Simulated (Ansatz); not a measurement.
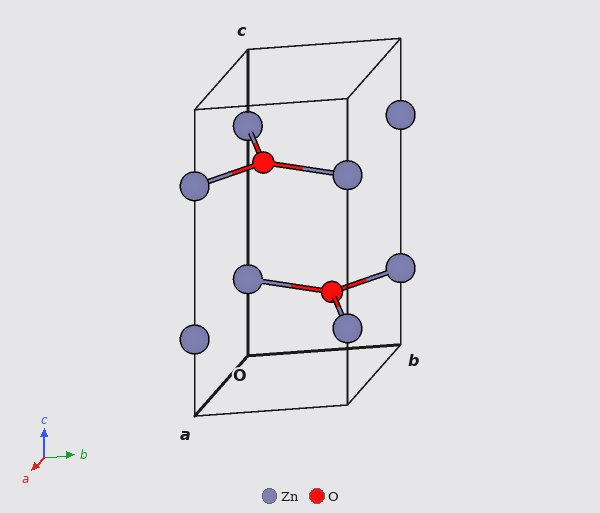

Crystal: ZnO, the input geometry of an electronic-structure calculation (not necessarily at equilibrium). One unit cell is drawn above. All values are computed from the atomic coordinates in the standard setting (tolerance 0.002 Å).

```yaml
crystal:
  lattice:
    - [3.28797, 0.00000, 0.00000]
    - [-1.64398, 2.84746, 0.00000]
    - [0.00000, 0.00000, 7.13044]
  atoms:
    - { symbol: Zn, position: [0.00000, 0.00000, 0.75000] }
    - { symbol: Zn, position: [0.00000, 0.00000, 0.25000] }
    - { symbol: O, position: [0.33333, 0.66667, 0.25000] }
    - { symbol: O, position: [0.66667, 0.33333, 0.75000] }
```

Q: What is its point group?

A: 6/mmm (D6h), order 24, hexagonal system: one sixfold axis, six twofold axes, seven mirror planes, an inversion centre.

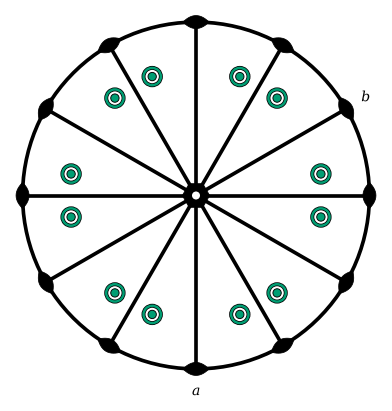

Stereographic projection: filled dots lie in the upper hemisphere, open rings in the lower; heavy lines are mirror planes (a heavy rim: a mirror in the plane of the page); lens, triangle, square and hexagon are 2-, 3-, 4- and 6-fold axes, a lens in an open square is −4, a triangle in an open hexagon −6; thin dashed diameters join the ends of axes that lie in the page; a small open circle marks inversion. The poles are one general form. The c axis points at the viewer.

Q: What does this class allow?

A: Class 6/mmm is centrosymmetric, so neither piezoelectric nor pyroelectric; it is not chiral. Its Laue class is 6/mmm.
